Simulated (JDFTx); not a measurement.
# NaCl: geometry relaxation

NaCl (I4/mmm, 2 atoms in the cell), computed with Kohn-Sham DFT of a periodic cell, PBE, PseudoDojo-SR-PBE-0.5-standard, no spin polarisation (JDFTx 1.7.0 (patched build)).

The structure derives from a Materials Project entry. It belongs to a series of runs on one base structure; here: relaxed cell strained by 0.01 in Voigt component 1.

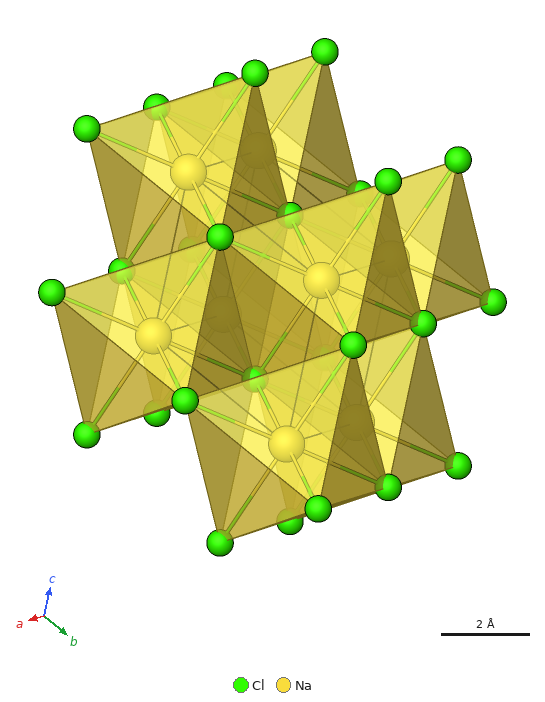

Figure 1. The input geometry (polyhedral view of the reduced cell, seen slightly off an axis; polyhedra are completed across the faces of the cell).

**Input**
```
lattice \
    0.0000000000     5.4370219001     5.4370219001 \
    5.3831900001     0.0000000000     5.3831900001 \
    5.3831900001     5.3831900001     0.0000000000
coords-type Lattice
ion Cl     0.5000000100     0.5000000100     0.5000000100 1
ion Na     0.0000000000     0.0000000000     0.0000000000 1

ion-species pseudo/Cl.upf
ion-species pseudo/Na.upf
elec-cutoff 44 352
elec-ex-corr gga-PBE
kpoint-folding 6 6 6
elec-smearing Fermi 0.0018374661
elec-n-bands 14
electronic-SCF nIterations 100 energyDiffThreshold 1e-10
electronic-minimize nIterations 30 energyDiffThreshold 1e-7
forces-output-coords Cartesian
ionic-minimize nIterations 20 energyDiffThreshold 1e-8 knormThreshold 2e-5

dump-name run.$VAR
dump End Ecomponents EigStats BandEigs Kpoints Forces Stress ElecDensity Dtot KEdensity
```

Run on 1 thread of Intel Xeon (Granite Rapids), 16 GiB of memory available, shared host.

Launch command:
```bash
jdftx -c 1 -i NaCl.in -o NaCl.out
```

**What the program printed**
```
*************** JDFTx 1.7.0 (patched build) ***************

Input parsed successfully to the following command list (including defaults):
[... the input with its defaults ...]

---------- Setting up symmetries ----------

Non-trivial transmission matrix:
[   1   0   0  ]
[   0   1   0  ]
[   0  -1   1  ]
with reduced lattice vectors:
[      0.000000      0.000000      5.437022  ]
[      5.383190     -5.383190      5.383190  ]
[      5.383190      5.383190      0.000000  ]

Found 16 point-group symmetries of the bravais lattice
Found 16 space-group symmetries with basis
Applied RMS atom displacement 9.35514e-08 bohrs to make symmetries exact.

---------- Initializing the Grid ----------
R =
[            0      5.43702      5.43702  ]
[      5.38319            0      5.38319  ]
[      5.38319      5.38319            0  ]
unit cell volume = 315.116
G =
[  -0.577815   0.583593   0.583593  ]
[   0.577815  -0.583593   0.583593  ]
[   0.577815   0.583593  -0.583593  ]
Minimum fftbox size, Smin = [  68  68  68  ]
Chosen fftbox size, S = [  70  70  70  ]

---------- Initializing tighter grid for wavefunction operations ----------
R =
[            0      5.43702      5.43702  ]
[      5.38319            0      5.38319  ]
[      5.38319      5.38319            0  ]
unit cell volume = 315.116
G =
[  -0.577815   0.583593   0.583593  ]
[   0.577815  -0.583593   0.583593  ]
[   0.577815   0.583593  -0.583593  ]
Minimum fftbox size, Smin = [  48  48  48  ]
Chosen fftbox size, S = [  48  48  48  ]

---------- Exchange Correlation functional ----------
Initalized PBE GGA exchange.
Initalized PBE GGA correlation.

---------- Setting up pseudopotentials ----------
Width of ionic core gaussian charges (only for fluid interactions / plotting) set to 0

Reading pseudopotential file 'pseudo/Cl.upf':
  'Cl' pseudopotential, 'PBE' functional
  Generated using ONCVPSP code by D. R. Hamann
  7 valence electrons, 2 orbitals, 6 projectors, 1001 radial grid points, with lMax = 2
    3S    l: 0   occupation:  2.0   eigenvalue: -0.760417
    3P    l: 1   occupation:  5.0   eigenvalue: -0.315867
  Core radius for overlap checks: 1.71 bohrs.

Reading pseudopotential file 'pseudo/Na.upf':
  'Na' pseudopotential, 'PBE' functional
  Generated using ONCVPSP code by D. R. Hamann
  9 valence electrons, 3 orbitals, 4 projectors, 1001 radial grid points, with lMax = 1
    2S    l: 0   occupation:  2.0   eigenvalue: -2.085640
    2P    l: 1   occupation:  6.0   eigenvalue: -1.053708
    3S    l: 0   occupation:  1.0   eigenvalue: -0.100838
  Core radius for overlap checks: 1.48 bohrs.

Initialized 2 species with 2 total atoms.

Folded 1 k-points by 6x6x6 to 216 k-points.

---------- Setting up k-points, bands, fillings ----------
Reduced to 30 k-points under symmetry.
Computing the number of bands and number of electrons
Calculating initial fillings.
nElectrons:  16.000000   nBands: 14   nStates: 30

----- Setting up reduced wavefunction bases (one per k-point) -----
average nbasis = 4394.301 , ideal nbasis = 4392.821

---------- Setting up ewald sum ----------
Optimum gaussian width for ewald sums = 2.453068 bohr.
Real space sum over 1331 unit cells with max indices [  5  5  5  ]
Reciprocal space sum over 2197 terms with max indices [  6  6  6  ]

---------- Allocating electronic variables ----------
Initializing wave functions:  linear combination of atomic orbitals
Note: number of bands (14) exceeds available atomic orbitals (9)
Cl pseudo-atom occupations:   s ( 2 )  p ( 5 )
Na pseudo-atom occupations:   s ( 2 1 )  p ( 6 )
	FillingsUpdate:  mu: +0.141631112  nElectrons: 16.000000
LCAOMinimize: Iter:   0  F: -60.8565855719095765  |grad|_K:  2.330e-03  alpha:  1.000e+00
	FillingsUpdate:  mu: +0.100000000  nElectrons: 16.000000
LCAOMinimize: Iter:   1  F: -60.8673064697749169  |grad|_K:  4.170e-05  alpha:  6.188e-01  linmin: -2.219e-01  cgtest:  8.775e-01
LCAOMinimize: Encountered beta<0, resetting CG.
	FillingsUpdate:  mu: +0.100000000  nElectrons: 16.000000
LCAOMinimize: Iter:   2  F: -60.8673098055966335  |grad|_K:  6.429e-06  alpha:  6.526e-01  linmin:  2.498e-04  cgtest: -5.718e-05
	FillingsUpdate:  mu: +0.100000000  nElectrons: 16.000000
LCAOMinimize: Iter:   3  F: -60.8673099172245600  |grad|_K:  4.771e-07  alpha:  9.184e-01  linmin: -2.083e-03  cgtest:  1.615e-02
	FillingsUpdate:  mu: +0.100000000  nElectrons: 16.000000
LCAOMinimize: Iter:   4  F: -60.8673099178259633  |grad|_K:  1.532e-08  alpha:  8.975e-01  linmin: -1.611e-03  cgtest: -2.517e-02
LCAOMinimize: Converged (|Delta F|<1.000000e-06 for 2 iters).

-------- Electronic minimization -----------
Will mix electronic density at each iteration.
	FillingsUpdate:  mu: +0.100000000  nElectrons: 16.000000
	FillingsUpdate:  mu: +0.100000000  nElectrons: 16.000000
SCF: Cycle:  0   F: -60.879356351462107   dF: -1.205e-02   |Residual|: 5.965e-02   |deigs|: 1.198e-01
	FillingsUpdate:  mu: +0.088722091  nElectrons: 16.000000
SCF: Cycle:  1   F: -60.883917877219965   dF: -4.562e-03   |Residual|: 1.518e-02   |deigs|: 1.475e-02
	FillingsUpdate:  mu: +0.082960008  nElectrons: 16.000000
SCF: Cycle:  2   F: -60.884297937919527   dF: -3.801e-04   |Residual|: 2.553e-03   |deigs|: 4.527e-03
	FillingsUpdate:  mu: +0.082887077  nElectrons: 16.000000
SCF: Cycle:  3   F: -60.884300431664897   dF: -2.494e-06   |Residual|: 5.375e-04   |deigs|: 7.841e-04
	FillingsUpdate:  mu: +0.082763364  nElectrons: 16.000000
SCF: Cycle:  4   F: -60.884301273647075   dF: -8.420e-07   |Residual|: 2.400e-04   |deigs|: 3.268e-04
	FillingsUpdate:  mu: +0.082792572  nElectrons: 16.000000
SCF: Cycle:  5   F: -60.884301519165554   dF: -2.455e-07   |Residual|: 5.445e-05   |deigs|: 2.521e-04
	FillingsUpdate:  mu: +0.082794566  nElectrons: 16.000000
SCF: Cycle:  6   F: -60.884301593560217   dF: -7.439e-08   |Residual|: 2.476e-05   |deigs|: 3.268e-04
	FillingsUpdate:  mu: +0.082805822  nElectrons: 16.000000
SCF: Cycle:  7   F: -60.884301615427681   dF: -2.187e-08   |Residual|: 8.326e-06   |deigs|: 3.626e-04
	FillingsUpdate:  mu: +0.082805891  nElectrons: 16.000000
SCF: Cycle:  8   F: -60.884301620726930   dF: -5.299e-09   |Residual|: 2.987e-06   |deigs|: 2.612e-04
	FillingsUpdate:  mu: +0.082807495  nElectrons: 16.000000
SCF: Cycle:  9   F: -60.884301622834414   dF: -2.107e-09   |Residual|: 1.383e-06   |deigs|: 2.819e-04
	FillingsUpdate:  mu: +0.082807441  nElectrons: 16.000000
SCF: Cycle: 10   F: -60.884301623304310   dF: -4.699e-10   |Residual|: 3.762e-07   |deigs|: 2.529e-04
	FillingsUpdate:  mu: +0.082807498  nElectrons: 16.000000
SCF: Cycle: 11   F: -60.884301623533020   dF: -2.287e-10   |Residual|: 5.591e-07   |deigs|: 5.494e-04
	FillingsUpdate:  mu: +0.082807825  nElectrons: 16.000000
SCF: Cycle: 12   F: -60.884301623571979   dF: -3.896e-11   |Residual|: 8.732e-08   |deigs|: 3.102e-04
	FillingsUpdate:  mu: +0.082807791  nElectrons: 16.000000
SCF: Cycle: 13   F: -60.884301623591320   dF: -1.934e-11   |Residual|: 1.514e-07   |deigs|: 4.993e-04
SCF: Converged (|Delta E|<1.000000e-10 for 2 iters).

Setting wave functions to eigenvectors of Hamiltonian

# Stress tensor in Cartesian coordinates [Eh/a0^3]:
[  1.49187e-05            0            0  ]
[            0  3.85826e-06            0  ]
[            0            0  3.85826e-06  ]

# Ionic positions in lattice coordinates:
ion Cl   0.500000005000000   0.500000005000000   0.500000005000000 1
ion Na   0.000000005000000   0.000000005000000   0.000000005000000 1

# Forces in Cartesian coordinates:
force Cl  -0.000000000000000   0.000000000000000  -0.000000000000000 1
force Na  -0.000000000000000  -0.000000000000000   0.000000000000000 1

# Energy components:
   Eewald =      -33.9429872513958628
       EH =       20.9804776135277606
     Eloc =      -58.7196082869358733
      Enl =      -12.6151698282578391
      Exc =      -11.4114239469406815
 Exc_core =        1.3621915008856262
       KE =       33.4622185755255472
-------------------------------------
     Etot =      -60.8843016235913197
       TS =        0.0000000000000007
-------------------------------------
        F =      -60.8843016235913197

IonicMinimize: Iter:   0  F: -60.884301623591320  |grad|_K:       -nan
IonicMinimize: 	Bad step direction: g.d > 0.
IonicMinimize: 	Undoing step.

#--- Lowdin population analysis ---
# oxidation-state Cl -0.652
# oxidation-state Na +0.688

-------- Electronic minimization -----------
Will mix electronic density at each iteration.
	FillingsUpdate:  mu: +0.082807791  nElectrons: 16.000000
	FillingsUpdate:  mu: +0.082807929  nElectrons: 16.000000
SCF: Cycle:  0   F: -60.884301623593544   dF: -2.217e-12   |Residual|: 4.294e-08   |deigs|: 2.829e-04
	FillingsUpdate:  mu: +0.082807916  nElectrons: 16.000000
SCF: Cycle:  1   F: -60.884301623595796   dF: -2.252e-12   |Residual|: 4.176e-08   |deigs|: 3.513e-04
SCF: Converged (|Delta E|<1.000000e-10 for 2 iters).

Setting wave functions to eigenvectors of Hamiltonian
IonicMinimize: 	Step failed along negative gradient direction.
IonicMinimize: Probably at roundoff error limit. (Stopping)

Dumping 'run.eigStats' ...
	eMin: -1.772732 at state 0 ( [ +0.000000 +0.000000 +0.000000 ] spin 0 )
	HOMO: +0.028265 at state 0 ( [ +0.000000 +0.000000 +0.000000 ] spin 0 )
	mu  : +0.082808
	LUMO: +0.210240 at state 0 ( [ +0.000000 +0.000000 +0.000000 ] spin 0 )
	eMax: +0.618399 at state 10 ( [ +0.000000 +0.333333 +0.500000 ] spin 0 )
	HOMO-LUMO gap: +0.181975
	Optical gap  : +0.181975 at state 0 ( [ +0.000000 +0.000000 +0.000000 ] spin 0 )
Done!
```

**Summary**

- outcome: converged
- space group (tolerance 0.01 Å): I4/mmm (139)
- electrons treated: 16
- free energy: −1656.7462 eV
- gap on the k-point mesh: 4.95 eV
- pressure: −0.22 GPa
- final volume: 46.70 Å³
- largest force (length of the vector): under 0.001 eV/Å
- wall time: 62 s
- peak memory: 0.19 GiB
